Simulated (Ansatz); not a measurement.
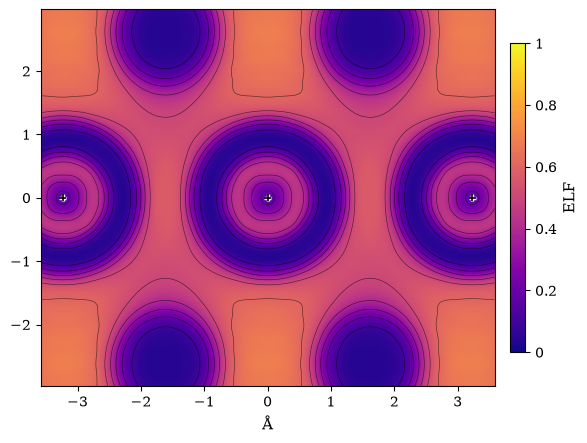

The ELF on a plane through atoms (crosses mark nuclei in the plane).

Theory: DFT, PBEsol, PAW with Ansatz's default frozen-core files, scalar-relativistic in Ansatz 0.2.0.

Candidates:
A. Mg, a = 3.23 Å, b = 3.23 Å, c = 5.24 Å, α = 90.00°, β = 90.00°, γ = 120.00°. Space group P6₃/mmc.
B. AlAs, a = 5.68 Å, b = 5.68 Å, c = 5.68 Å, α = 90.00°, β = 90.00°, γ = 90.00°. Space group F-43m.
C. AlNi, a = 2.82 Å, b = 2.82 Å, c = 2.88 Å, α = 90.00°, β = 90.00°, γ = 90.00°. Space group P4/mmm; changed on purpose from its base cell (equal xx and yy strain of -2 %, PAW files); computed pressure about 4 GPa in this cell; the program warned that a starting moment wasn't kept; spin-polarised, but the moments vanished.

### Which system is this?

Candidate A: Mg on the (100) plane of the conventional cell, which holds Mg. Mg–Mg (3.23 Å): the ELF reaches about 0.55 near the midpoint.
